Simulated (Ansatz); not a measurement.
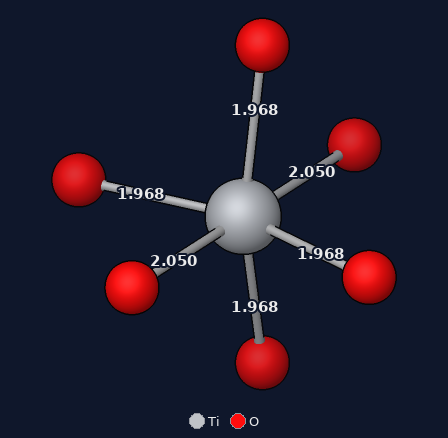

The surroundings of site Ti1 (at 0.000, 0.000, 0.000) in TiO₂ (I4_1/amd, No. 141), with bond lengths in Å.

The cell is taken from the input geometry of an electronic-structure calculation (not necessarily at equilibrium).

```
Ti O
1.0
     3.87200    0.00000    0.00000
     0.00000    3.87200    0.00000
     0.00000    0.00000    9.61600
Ti O
4 8
Direct
  0.00000 0.00000 0.00000
  0.00000 0.50000 0.25000
  0.50000 0.50000 0.50000
  0.50000 0.00000 0.75000
  0.50000 0.50000 0.28680
  0.00000 0.50000 0.03680
  0.00000 0.50000 0.46320
  0.00000 0.00000 0.21320
  0.00000 0.00000 0.78680
  0.50000 0.00000 0.53680
  0.50000 0.00000 0.96320
  0.50000 0.50000 0.71320
```

Bond valence s = exp((R0 − d)/b), R0 fitted to published crystal structures with b = 0.37 Å; R0 in Å: Ti4+–O 1.801.

**Calculate the bond-valence sum of Ti1 from the bonds drawn.**

4 × 0.637 + 2 × 0.510 = 3.57 v.u., against a formal valence of 4: underbonded (bonds long for this ion) by 0.43.

**And over the whole structure?**

```tsv
site	x, y, z	formal valence	bond-valence sum	difference
Ti1	0.000, 0.000, 0.000	+4	3.61	-0.39
O1	0.500, 0.500, 0.287	−2	1.81	-0.19
```

These sums include all anions within 5 Å. The global instability index (root mean square of the differences over all atoms) is 0.27 v.u.: above 0.2, which by the usual rule of thumb marks a strained structure. The cell was not relaxed for this table, and a volume that is off by a few per cent shifts all sums together.
